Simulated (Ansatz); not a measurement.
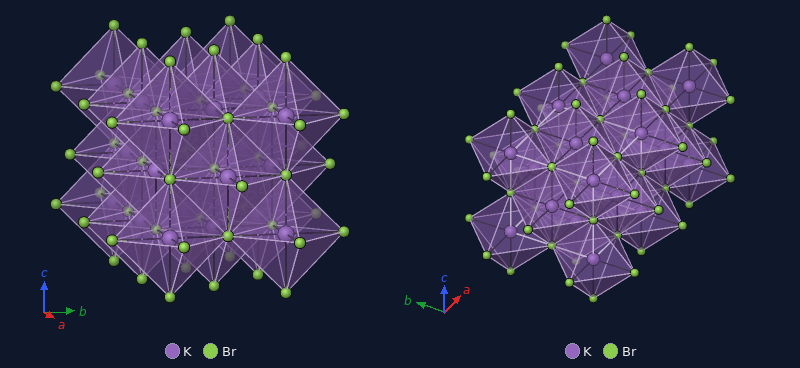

Polyhedra are drawn about K (bonds: Br–K below 3.8 Å); other atoms are plain spheres. Two views of the same piece.

The compound is KBr (space group Fm-3m, No. 225), taken as a calculation's input that goes back to an entry of the Crystallography Open Database (an earlier step may have relaxed or displaced it).

**What figure surrounds each K atom, and what does it share with the other drawn polyhedra?**

K: KBr6 octahedron, sharing corners with six neighbours and edges with twelve neighbours.

**How do these polyhedra hang together as a whole?**

They form a three-dimensional framework of corner- and edge-sharing octahedra.
